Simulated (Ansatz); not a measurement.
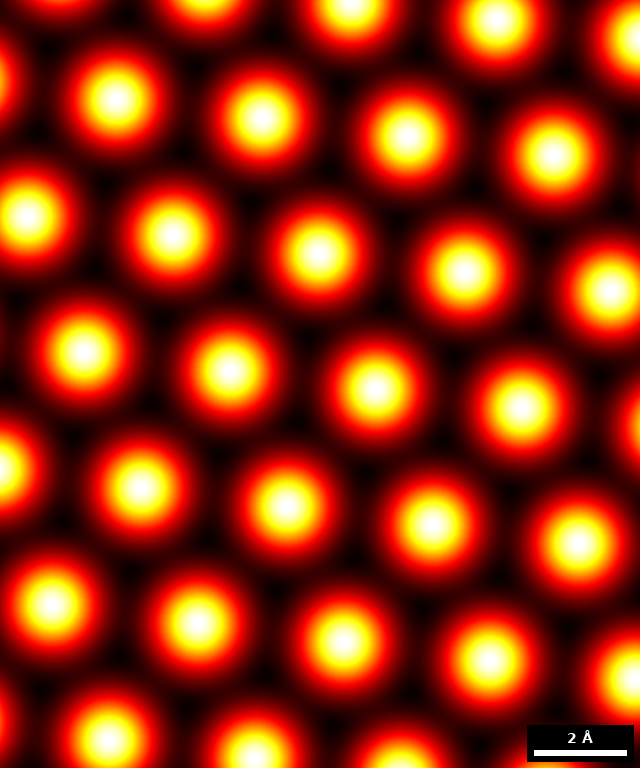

An image along [111] of one of the structures below (computed or model cells, partly hypothetical, each in its standard cell). Simulated as the projected potential of neutral atoms (B = 0.3 Å²) blurred by a 1.25 Å probe, the thin-sample limit of integrated differential phase contrast. The display is stretched by a gamma of 0.8; percentages refer to the linear signal.

A. Sr
Space group Fm-3m (No. 225). a = 6.019 Å, b = 6.019 Å, c = 6.019 Å, α = 90.00°, β = 90.00°, γ = 90.00°
| atom | site | symmetry | x | y | z |
| --- | --- | --- | --- | --- | --- |
| Sr | 4a | m-3m | 0.0000 | 0.0000 | 0.0000 |

B. Mo
Space group Fm-3m (No. 225). a = 3.963 Å, b = 3.963 Å, c = 3.963 Å, α = 90.00°, β = 90.00°, γ = 90.00°
```json
{"atom": "Mo", "site": "4a", "symmetry": "m-3m", "x": "0.0000", "y": "0.0000", "z": "0.0000"}
```

C. Tl
Space group Im-3m (No. 229). a = 3.939 Å, b = 3.939 Å, c = 3.939 Å, α = 90.00°, β = 90.00°, γ = 90.00°
```
atom  site  symmetry       x       y       z
  Tl    2a      m-3m  0.0000  0.0000  0.0000
```

Which of them gives this image?

C, Tl. Along [111] the projected cells are A 2.46 × 2.46 Å, 120°; B 1.62 × 1.62 Å, 120°; C 3.22 × 3.22 Å, 120°. The image repeats as C does.

Structure C: a calculation's starting geometry; the starting structure was generated, so it need not be a known form of this composition.
